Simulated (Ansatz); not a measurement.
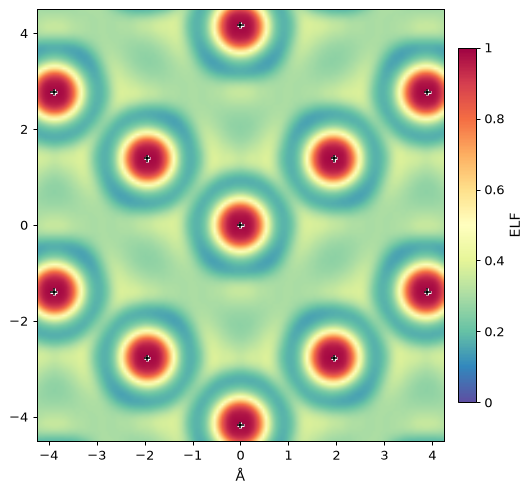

The ELF on a plane through atoms (crosses mark nuclei in the plane).

Method: Ansatz 0.2.0, Kohn-Sham DFT of a periodic cell, PBE, Ansatz PAW.

Candidates:
A. C, a = 4.17 Å, b = 2.41 Å, c = 3.75 Å, α = 90.00°, β = 111.10°, γ = 90.00°. Space group C2/m; a structure from a database of computed crystals, not necessarily the ambient phase; computed pressure about 22 GPa in this cell.
B. HfSiO$_{4}$, a = 6.59 Å, b = 6.59 Å, c = 5.98 Å, α = 90.00°, β = 90.00°, γ = 90.00°. Space group I4₁/amd; computed pressure about 5 GPa in this cell.
C. Co, a = 2.40 Å, b = 2.40 Å, c = 7.80 Å, α = 90.00°, β = 90.00°, γ = 120.00°. Space group P6₃/mmc; a structure from a database of computed crystals, not necessarily the ambient phase; computed pressure about 30 GPa in this cell; spin-polarised.

**Which system is this?**

Candidate C: Co on the (110) plane of the conventional cell, which holds Co. Co–Co (2.39 Å): the ELF is about 0.25 at the midpoint (no shared electron pair shows on this line).
